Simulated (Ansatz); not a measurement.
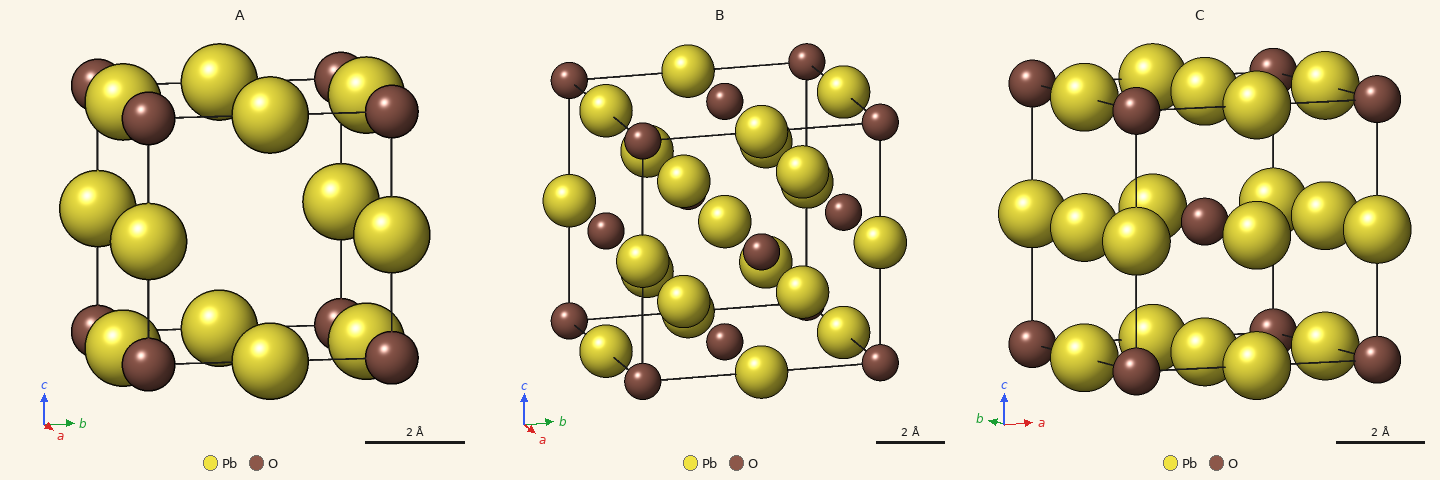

Three structures of Pb₃O, each relaxed to rest (conventional cells in solid outline, small ones repeated, each panel with its own scale). Method: Ansatz 0.2.0, DFT PBE, scalar-relativistic, plane waves, PAW, without spin polarisation.

### What are the structures shown?

A: ReO₃ type, Pm-3m; B: D0₃ (BiF₃ or Fe₃Al type), Fm-3m; C: 8 atoms a cell on a body-centred cubic lattice, Im-3m.

### Which of these is lowest in energy, and how far above it do the others lie?

A, then C (+275 meV/atom) and B (+308 meV/atom), energies at zero smearing.

### Collect the results in a table.

| panel | structure | E − E(lowest) (meV/atom) | volume (Å³/atom) | gap (eV) |
| --- | --- | --- | --- | --- |
| A | Pm-3m | 0 | 32.1 | metal |
| C | Im-3m | 275 | 27.1 | metal |
| B | Fm-3m | 308 | 24.6 | metal |

Some of these may be structure types tried for this composition rather than known phases, and the most stable form need not be among them. Gaps are taken on the k-mesh or band path of each run.
